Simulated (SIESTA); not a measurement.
**Energy of Ge along an even scaling of the cell**

System: Ge (P6₃/mmc, 4 atoms in the cell).
Method: Kohn-Sham DFT of a periodic cell, LDA, PseudoDojo 0.4 standard, converted to PSML, no spin polarisation (SIESTA 5.4.2).

The 7 runs differ only in the geometry, by an even scaling of the cell at fixed fractional positions. The structure derives from a Materials Project entry.

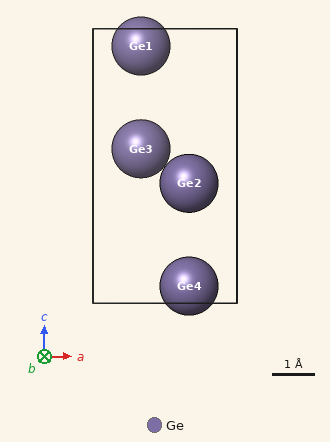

Figure 1. The structure of run 4 (spheres-only view of the cell of the calculation, along the b axis; atoms are numbered from 1 in the order of the input). An atom can appear more than once, as a periodic image.

**Input of run 4**
```
SystemName                      Ge
SystemLabel                     Ge
NumberOfSpecies                 1
NumberOfAtoms                   4
%block ChemicalSpeciesLabel
  1  32 Ge
%endblock ChemicalSpeciesLabel

LatticeConstant                 1.0 Ang
%block LatticeVectors
     3.9975858431     0.0000000000     0.0000000000
    -1.9987929216     3.4620108940     0.0000000000
     0.0000000000     0.0000000000     6.5993779500
%endblock LatticeVectors
AtomicCoordinatesFormat         Fractional
%block AtomicCoordinatesAndAtomicSpecies
     0.3333333333     0.6666666667     0.9370987500  1  Ge
     0.6666666667     0.3333333333     0.4370987500  1  Ge
     0.3333333333     0.6666666667     0.5629012500  1  Ge
     0.6666666667     0.3333333333     0.0629012500  1  Ge
%endblock AtomicCoordinatesAndAtomicSpecies

%block kgrid.MonkhorstPack
    8   0   0  0.0
    0   8   0  0.0
    0   0   4  0.0
%endblock kgrid.MonkhorstPack
XC.Functional                   LDA
XC.Authors                      PW92
PAO.BasisSize                   DZP
PAO.EnergyShift                 0.003 Ry
Mesh.Cutoff                     800 Ry
OccupationFunction              FD
ElectronicTemperature           0.05 eV
MaxSCFIterations                120
SCF.MustConverge                false
SCF.Mixer.Method                Pulay
SCF.Mixer.Weight                0.25
SCF.Mixer.History               8
SCF.DM.Tolerance                5.0e-05
SCF.H.Tolerance                 1.0e-03 eV
WriteForces                     true
Charge.Mulliken                 end
BandLinesScale                  ReciprocalLatticeVectors
%block BandLines
    1    0.000000   0.000000   0.000000  \Gamma
   11    0.500000   0.000000   0.000000  M
    7    0.333333   0.333333   0.000000  K
   13    0.000000   0.000000   0.000000  \Gamma
    6    0.000000   0.000000   0.500000  A
   11    0.500000   0.000000   0.500000  L
    7    0.333333   0.333333   0.500000  H
   13    0.000000   0.000000   0.500000  A
    1    0.500000   0.000000   0.500000  L
    6    0.500000   0.000000   0.000000  M
    1    0.333333   0.333333   0.000000  K
    6    0.333333   0.333333   0.500000  H
%endblock BandLines
%block PAO.Basis
  Ge 4
  n=4 0 2
    5.960 0.000
  n=4 1 2
    8.098 0.000
  n=3 2 2
    3.189 0.000
  n=4 2 1
    8.098
%endblock PAO.Basis
```

Command:
```bash
siesta < Ge.fdf > Ge.out 2>&1
```

Run 5 has the same physical settings and fractional positions; its lattice vectors (Å) are:
```
   4.024061    0.000000    0.000000
  -2.012030    3.484939    0.000000
   0.000000    0.000000    6.643084
```

**Results, with one run withheld**

```tsv
run	volume per atom (Å³)	free energy per atom, from the lowest run given (meV)	pressure (GPa)	gap on the mesh (eV)
1	21.463	11.71	3.79	0.00
2	21.920	3.51	2.01	0.00
3	22.377	0.00	0.50	0.07
4	22.833	0.57	−0.87	0.17
5	23.290	?	?	?
6	23.747	12.45	−3.25	0.05
7	24.203	23.09	−4.20	0.00
```

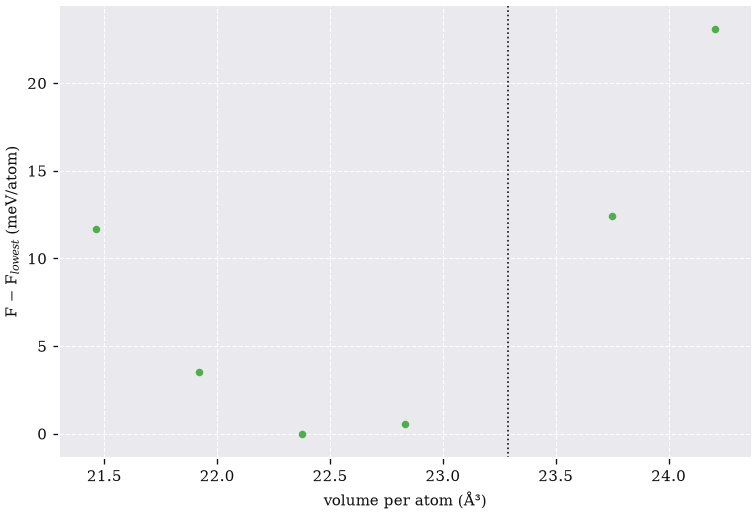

Figure 2. Free energy per atom of the runs given; the dotted line marks run 5.

Fit the runs given and predict run 5.

A cubic polynomial in V^(−2/3) (the Birch–Murnaghan form), fitted to the 6 runs given, misses them by at most 0.03 meV per atom. With x = V^(−2/3) − 0.12465 Å⁻², it reads F = 0.063524 − 949.46 x + 6.9155e+05 x² + 7.2861e+05 x³ (meV per atom). At run 5 it gives 4.84 meV per atom, and the run itself gives 4.83. The slope of the fit gives a pressure −dF/dV of −2.11 GPa there, and the run prints −2.12 GPa. The fit has its minimum at 22.537 Å³ per atom, where V d²F/dV² gives 68.8 GPa. Cell shape and fractional positions are held, so this is the stiffness under even scaling; the relaxed bulk modulus wasn't computed. The gap on the mesh lies between 0.00 eV (run 1) and 0.17 eV (run 4); run 5 has 0.11 eV. These are gaps of this functional on this mesh, which can miss the band edges; they aren't the measured gap.

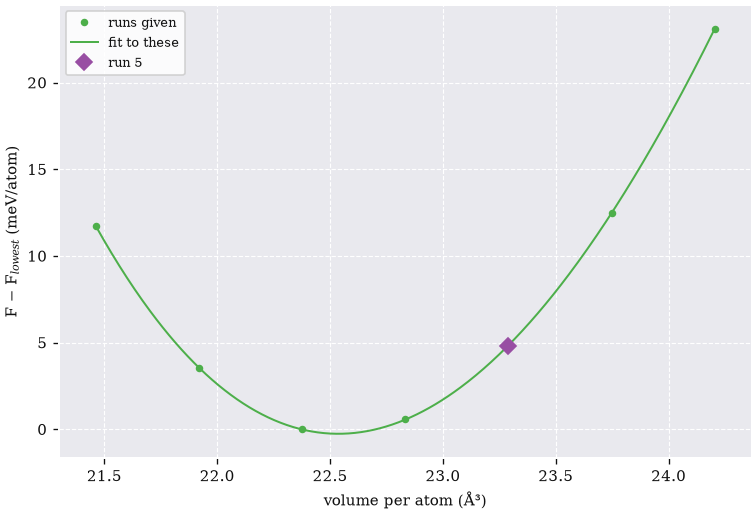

Figure 3. The fit and the withheld run.

**Some lines of the output (run 5)**
```
[...]
outcell: Cell volume (Ang**3)        :     93.1600
stepf: Fermi-Dirac step function
siesta: Etot    =     -9710.986803
siesta: FreeEng =     -9710.988085
        iscf     Eharris(eV)        E_KS(eV)     FreeEng(eV)     dDmax    Ef(eV) dHmax(eV)
siesta: E_KS(eV) =            -9711.0540
siesta: E_KS - E_eggbox =     -9711.0540
siesta: Etot    =     -9711.054041
siesta: FreeEng =     -9711.055612
siesta:         Fermi =      -4.842023
siesta: Cell volume =         93.159983 Ang**3
    Orbital volume contribution        =           4.768802 eV
```

Notes: Points of doubt noted for this run: mulliken charges of long orbitals. With a small basis of atomic orbitals these values can differ much from converged plane-wave results.
